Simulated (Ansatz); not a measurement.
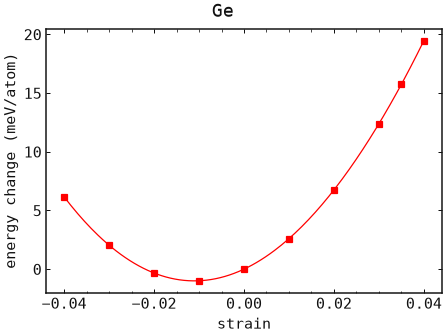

The picture above shows the energy change against strain for Ge, space group Fd-3m (No. 227).

Starting cell:
```xyz
2
Lattice="0.0000 2.8288 2.8288 2.8288 0.0000 2.8288 2.8288 2.8288 0.0000" Properties=species:S:1:pos:R:3 pbc="T T T"
Ge    2.8288    2.8288    2.8288
Ge    4.2432    4.2432    4.2432
```

Calculation (Ansatz 0.2.0): homogeneous strain of a crystal along one Voigt pattern with engineering shear, fractional coordinates fixed, by plane-wave density functional theory with PAW datasets, free energies less that of the undisturbed cell, pressure positive in compression; scalar-relativistic. Level: LDA, no spin polarisation.

```
       setting                                                          value
   wave cutoff                                                         420 eV
        k mesh                                                       14×14×14
   occupations                                                       Gaussian
smearing width                                                        0.15 eV
       k shift                                         (0, 0, 0) (mesh steps)
         start                                                       as given
strain pattern  (0, 1, 0, 0, 0, 0) (xx yy zz yz xz xy with engineering shear)
```

From this curve and the settings, what does the calculation give for the tensile stress summed over the strain pattern, pressure and gap on the k mesh at the same points?

The tensile stress summed over the strain pattern rises from −3.538 GPa at strain −0.040 to 5.504 GPa at 0.040, and changes sign near −0.011. The pressure falls from 1.651 GPa at strain −0.040 to −3.589 GPa at 0.040, and changes sign near −0.018. The gap on the k mesh is closed at 8 of the 10 points and is largest, 0.108 eV, at −0.020.

```tsv
strain	tensile stress summed over the strain pattern (GPa)	pressure (GPa)	gap on the k mesh (eV)
-0.040	-3.538	1.651	0.000
-0.030	-2.293	0.859	0.000
-0.020	-1.070	0.108	0.108
-0.010	0.121	-0.604	0.077
0.000	1.276	-1.276	0.000
0.010	2.394	-1.911	0.000
0.020	3.471	-2.506	0.000
0.030	4.508	-3.065	0.000
0.035	5.011	-3.332	0.000
0.040	5.504	-3.589	0.000
```

Note: reference crystal is not relaxed.
